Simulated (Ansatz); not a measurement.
# Si3S: what a guessed cell relaxes into, part 2 of 2

The task: take a trial cell of Si3S to zero force and stress.

Ansatz 0.2.0; DFT PBE, scalar-relativistic, plane waves, PAW. Earlier steps stand in the parts before.

### Step 4. Coarse relaxation, continued

The end of the coarse run is made exact in the group found at a tolerance of 0.06 Å and reduced to its primitive cell.

The input, input.yaml:

```yaml
crystal:
  lattice:
    - [-2.5267865183, 2.5267865183, 2.5267865183]
    - [2.5267865183, -2.5267865183, 2.5267865183]
    - [2.5267865183, 2.5267865183, -2.5267865183]
  atoms:
    - { symbol: Si, position: [0.0, 0.5, 0.5] }
    - { symbol: Si, position: [0.5, 0.0, 0.5] }
    - { symbol: Si, position: [0.5, 0.5, 0.0] }
    - { symbol: S, position: [0.0, 0.0, 0.0] }
basis:
  ecutwfc: 420
kpoints:
  mp_grid: { grid: [6, 6, 6] }
hamiltonian:
  xc: pbe
scf:
  occupations: { method: gaussian, width: 0.1 }
  lower_state_search: "off"
output:
  forces: true
  stress: true
  eigenvalues: true
relax:
  adjacent_minimum: "off"
  f_tol: 0.04
  max_steps: 70
  cell: { stress_tol: 0.4 }
```

Launch:

```
ansatz run input.yaml --threads 1 --pin off --max-ram 2048MiB --backend cpu --events-out ev --progress --plain --runs-dir out
```

Log (excerpt; [...] marks lines left out):

```text
Warning: RAYON_NUM_THREADS=1 ignored (pool sized by the plan → 1); use --threads N
[...]
Pseudopotentials: kind: paw
Pseudopotential: Si, paw, valence charge 4, recommended cutoff 420 eV (normal), Si.paw.azcp
Pseudopotential: S, paw, valence charge 6, recommended cutoff 420 eV (normal), S.paw.azcp
Functional definition: PBE
[...]
Crystal: 4 atoms, lattice volume = 64.531 Å³
Basis set: ecut = 420 eV, 1253 PW (Γ), exchange–correlation on 60×60×60 points (8 copies of the dense FFT grid, shifted against one another)
Bands: 13, of which v1, the nominal top of the filled ones, is band 9 counted from 1 (8 counted from 0)
Symmetry: 48 space group operations
Space group: Im-3m (ITA 229), of the structure as read, at distance tolerance 4.0e-5 Å
k-points: 16 of 216
[...]
SCF iter   1: F=—  HF=-2809.091904 eV  |F-HF|=—  |Δ(HF+E_count)|=         —  Δρ=1.78e-3  dr2=2.92e-3  ethr=1.77e-3  ⟨swp⟩=5.8  Hψ=1334  notcnv=0
[...]
       -0.000000       0.000000      -0.154811
  P = ⅓ Tr σ = -0.1548 GPa (-1.548 kbar)
--- Band table (eV; the first three rows and the last of 16) ---
  k-point 0: bands = ["-6.2712", "0.5181", "4.0447", "4.0447", "4.0447", "5.6810", "5.6810", "6.2697", "6.2697", "6.2697", "10.6897", "10.6897", "10.6897"]
[...]
--- Relaxed structure (2 steps of the walk, 2 accepted, 1 SCFs on fresh bases) ---
  F+E_penalty+E_count = -2809.09237161 eV   max|allowed force component| = 1.779e-30 eV/Å   (the final SCF, on the basis selected at the relaxed cell)
  cell:  # Å, volume = 64.1581 Å³
    - [-2.5219159466595906, 2.5219159466595906, 2.5219159466595906]
    - [2.5219159466595906, -2.5219159466595906, 2.5219159466595906]
    - [2.5219159466595906, 2.5219159466595906, -2.5219159466595906]
  atoms:
    - { symbol: Si, position: [3.204532298207338e-35, 0.5, 0.5] }
    - { symbol: Si, position: [0.5, -1.3325450687904393e-35, 0.5] }
    - { symbol: Si, position: [0.5, 0.5, -2.2203872799987926e-35] }
    - { symbol: S, position: [-7.54265609828983e-35, 1.7625996356003605e-34, 1.3259195456993702e-34] }
```

Run time: 2.2 s. Hardware: 1 thread of Intel Xeon 6975P-C (Granite Rapids), shared host; peak memory 0.37 GiB.

Relaxation path:

| step | E - E(step 1) (eV/cell) | largest force component (eV/Å) | pressure (GPa) | volume (Å³) |
| --- | --- | --- | --- | --- |
| 1 | 0.0000 | 0.0000 | -0.71 | 64.53 |
| 2 | -0.0011 | 0.0000 | -0.15 | 64.16 |
| 3 | -0.0010 | 0.0000 | -0.15 | 64.16 |

Step 1 is the start. Step 3 repeats the geometry before it on a plane-wave basis chosen anew for that cell, so its energy need not be comparable with the rows above.

Lengths and angles in the start's conventional setting:

|  | before | after | change |
| --- | --- | --- | --- |
| a (Å) | 5.054 | 5.044 | -0.2 % |
| b (Å) | 5.054 | 5.044 | -0.2 % |
| c (Å) | 5.054 | 5.044 | -0.2 % |
| volume (Å³/atom) | 16.13 | 16.04 | -0.6 % |
| shortest distance (Å) | 2.527 | 2.522 | -0.2 % |
| space group (0.01 Å) | Im-3m | Im-3m | same |

Forces and stress were held to the start's 48 operations: a distortion of lower symmetry was not tested.

### Step 5. Relaxation on the finer mesh

The end of the coarse run is made exact in the group found at a tolerance of 0.06 Å and reduced to its primitive cell.

The input, input.yaml:

```yaml
crystal:
  lattice:
    - [-2.5219159467, 2.5219159467, 2.5219159467]
    - [2.5219159467, -2.5219159467, 2.5219159467]
    - [2.5219159467, 2.5219159467, -2.5219159467]
  atoms:
    - { symbol: Si, position: [0.0, 0.5, 0.5] }
    - { symbol: Si, position: [0.5, 0.0, 0.5] }
    - { symbol: Si, position: [0.5, 0.5, 0.0] }
    - { symbol: S, position: [0.0, 0.0, 0.0] }
basis:
  ecutwfc: 420
kpoints:
  mp_grid: { grid: [14, 14, 14] }
hamiltonian:
  xc: pbe
scf:
  occupations: { method: gaussian, width: 0.1 }
output:
  forces: true
  stress: true
  eigenvalues: true
  write_density: true
  write_potential: true
  elf: true
  volumetric_format: npy
relax:
  adjacent_minimum: "off"
  f_tol: 0.01
  max_steps: 80
  cell: { stress_tol: 0.05 }
```

Launch:

```
ansatz run input.yaml --threads 1 --pin off --max-ram 2048MiB --backend cpu --events-out ev --progress --plain --runs-dir out
```

Log (excerpt; [...] marks lines left out):

```text
Warning: RAYON_NUM_THREADS=1 ignored (pool sized by the plan → 1); use --threads N
[...]
[... 4 set-up lines as earlier in the session ...]
[...]
Crystal: 4 atoms, lattice volume = 64.158 Å³
Basis set: ecut = 420 eV, 1253 PW (Γ), exchange–correlation on 60×60×60 points (8 copies of the dense FFT grid, shifted against one another)
Bands: 13, of which v1, the nominal top of the filled ones, is band 9 counted from 1 (8 counted from 0)
[... 2 set-up lines as earlier in the session ...]
k-points: 104 of 2744
[...]
SCF iter   1: F=—  HF=-2809.085499 eV  |F-HF|=—  |Δ(HF+E_count)|=         —  Δρ=2.59e-3  dr2=6.92e-3  ethr=1.77e-3  ⟨swp⟩=5.8  Hψ=8723  notcnv=0
[...]
--- Band table (eV; the first three rows and the last of 104) ---
  k-point 0: bands = ["-6.3023", "0.4670", "3.9959", "3.9959", "3.9959", "5.6238", "5.6238", "6.2390", "6.2390", "6.2390", "10.6541", "10.6541", "10.6541"]
[...]
--- Relaxed structure (3 steps of the walk, 3 accepted, 1 SCFs on fresh bases) ---
  F+E_penalty+E_count = -2809.08388062 eV   max|allowed force component| = 2.154e-30 eV/Å   (the final SCF, on the basis selected at the relaxed cell)
  cell:  # Å, volume = 64.4304 Å³
    - [-2.5254785942080287, 2.5254785942080287, 2.5254785942080287]
    - [2.5254785942080287, -2.5254785942080287, 2.5254785942080287]
    - [2.5254785942080287, 2.5254785942080287, -2.5254785942080287]
  atoms:
    - { symbol: Si, position: [2.9086435850985844e-35, 0.49999999999999994, 0.49999999999999994] }
    - { symbol: Si, position: [0.49999999999999994, 5.285810566966667e-35, 0.49999999999999994] }
    - { symbol: Si, position: [0.49999999999999994, 0.49999999999999994, 4.0668034255330773e-35] }
    - { symbol: S, position: [4.039634120338104e-38, -4.785412727187282e-37, -2.889892101456249e-37] }
```

Wall time 12 s (1 thread of Intel Xeon 6975P-C (Granite Rapids), shared host); peak memory 0.46 GiB.

Relaxation path:

| step | E - E(step 1) (eV/cell) | largest force component (eV/Å) | pressure (GPa) | volume (Å³) |
| --- | --- | --- | --- | --- |
| 1 | 0.0000 | 0.0000 | 0.41 | 64.16 |
| 2 | -0.0003 | 0.0000 | 0.09 | 64.37 |
| 3 | -0.0003 | 0.0000 | 0.00 | 64.43 |
| 4 | -0.0004 | 0.0000 | 0.00 | 64.43 |

Step 1 is the start. Step 4 repeats the geometry before it on a plane-wave basis chosen anew for that cell, so its energy need not be comparable with the rows above.

Lengths and angles in the start's conventional setting:

|  | before | after | change |
| --- | --- | --- | --- |
| a (Å) | 5.044 | 5.051 | +0.1 % |
| b (Å) | 5.044 | 5.051 | +0.1 % |
| c (Å) | 5.044 | 5.051 | +0.1 % |
| volume (Å³/atom) | 16.04 | 16.11 | +0.4 % |
| shortest distance (Å) | 2.522 | 2.525 | +0.1 % |
| space group (0.01 Å) | Im-3m | Im-3m | same |

Forces and stress were held to the start's 48 operations: a distortion of lower symmetry was not tested.

The maps below are laid out on this run's own conventional cell (a, b, c = 5.051, 5.051, 5.051 Å).

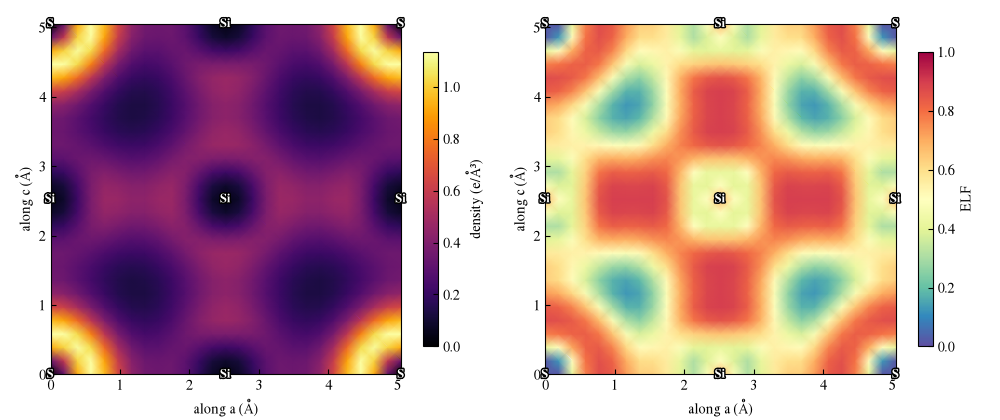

Density (left) and ELF (right) in a lattice plane of the grid's cell (edges 5.05 and 5.05 Å, at 0.000 of the third edge), which holds Si and S. Only atoms in the plane are labelled. Both are smooth fields of the valence electrons: close to the nuclei they are not physical.

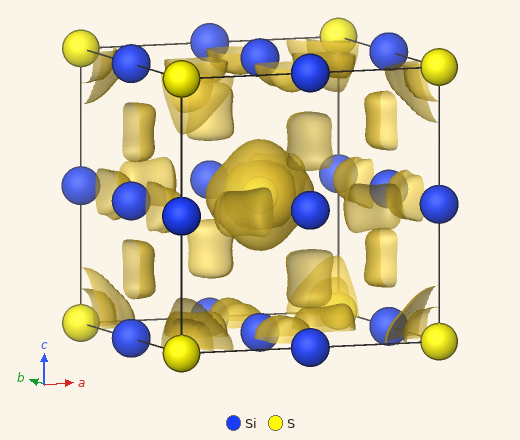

Surface of ELF = 0.81, drawn in one cell.

The highest ELF values outside the cores: 0.90 on the Si–Si line, 1.0 Å from Si; 0.87 in the shell around S, 0.8 Å from S.

### Step 6. The same system, input altered

Edit input.yaml of step 5 so:

```diff
@@ -18,10 +18,7 @@
   occupations: { method: gaussian, width: 0.1 }
+  max_iter: 100
 output:
   forces: true
+  eigenvalues: true
   stress: true
-  eigenvalues: true
-  write_density: true
-  write_potential: true
-  elf: true
-  volumetric_format: npy
 relax:
@@ -31 +28,2 @@
   cell: { stress_tol: 0.05 }
+total_charge: -6
```

Launch:

```
ansatz run input.yaml --threads 1 --pin off --max-ram 2048MiB --backend cpu --events-out ev --progress --plain --runs-dir out
```

Log (excerpt; [...] marks lines left out):

```text
Warning: RAYON_NUM_THREADS=1 ignored (pool sized by the plan → 1); use --threads N
[...]
[... 4 set-up lines as earlier in the session ...]
[...]
Crystal: 4 atoms, lattice volume = 64.158 Å³
Basis set: ecut = 420 eV, 1253 PW (Γ), exchange–correlation on 60×60×60 points (8 copies of the dense FFT grid, shifted against one another)
Bands: 16, of which v1, the nominal top of the filled ones, is band 12 counted from 1 (11 counted from 0)
[... 2 set-up lines as earlier in the session ...]
k-points: 104 of 2744
[...]
SCF iter   1: F=—  HF=-2752.147491 eV  |F-HF|=—  |Δ(HF+E_count)|=         —  Δρ=1.40e-1  dr2=2.76e1  ethr=1.77e-3  ⟨swp⟩=6.4  Hψ=22448  notcnv=0  defer=20
[...]
  P = ⅓ Tr σ = -0.0129 GPa (-0.129 kbar)
--- Band table (eV; the first three rows and the last of 104) ---
  k-point 0: bands = ["-3.6684", "9.4272", "9.6202", "9.6202", "9.6202", "12.9968", "12.9968", "12.9968", "15.0757", "15.0757", "15.0757", "15.6392", "15.6392", "24.4611", "24.4611", "27.7737", "27.7737", "27.7737", "37.4737", "37.4737"]
[...]
--- Relaxed structure (7 steps of the walk, 7 accepted, 1 SCFs on fresh bases) ---
  F+E_penalty+E_count = -2678.07906564 eV   max|allowed force component| = 4.242e-31 eV/Å   (the final SCF, on the basis selected at the relaxed cell)
  cell:  # Å, volume = 36.6079 Å³
    - [-2.091726116800162, 2.091726116800162, 2.091726116800162]
    - [2.091726116800162, -2.091726116800162, 2.091726116800162]
    - [2.091726116800162, 2.091726116800162, -2.091726116800162]
  atoms:
    - { symbol: Si, position: [-3.0174859060175176e-35, 0.5, 0.5] }
    - { symbol: Si, position: [0.5, 3.5015927427470033e-34, 0.5] }
    - { symbol: Si, position: [0.5, 0.5, 1.242440166022018e-34] }
    - { symbol: S, position: [-6.36397744509845e-36, 2.4859286894887016e-35, 2.0086303811061154e-35] }
```

It took 31 s on 1 thread of Intel Xeon 6975P-C (Granite Rapids), shared host; peak memory 0.46 GiB.

### Step 7. Can this result be trusted?

The run converged and reported no error. Convergence says nothing about whether the input makes sense.

The suspect setting: total_charge is -6. The net charge is not the one intended, so the run treats another number of electrons.

To undo it: delete total_charge (the default then holds).

```
    run     ending   energy change  pressure (GPa)  gap (eV)  force (eV/Å)  cycles  time
 step 5  converged               -             0.0      0.00          0.00       -  12 s
altered  converged  not comparable             0.0      0.00          0.00       -  31 s
```

Total energies don't compare across a change of charge; the final volume goes from 64.43 to 36.61 Å³. A charged periodic cell is neutralised by a uniform background, so its energy and pressure also depend on the cell's size.

### Step 8. Results

What follows sums up all 2 parts. Changes of volume or cell count from the first structure of part 1.

```
                              quantity                                                                      value
symmetry at the end (tolerance 0.05 Å)                                                space group Im-3m (No. 229)
                     conventional cell  a = 5.051 Å, b = 5.051 Å, c = 5.051 Å, α = 90.00°, β = 90.00°, γ = 90.00°
                                volume                                                              16.11 Å³/atom
              energy over the elements                                                              +0.10 eV/atom
                       gap on the mesh                                                               none (metal)
```

In words: The space group Im-3m (No. 229) is kept, and the volume per atom shrinks by 19.5 % from the first guess. With a positive formation energy it can't be a ground state. No finished test with a distortion of lower symmetry is shown, so the end may be a saddle point. The final runs have no spin polarisation, so no magnetic state was tried and one may lie lower.
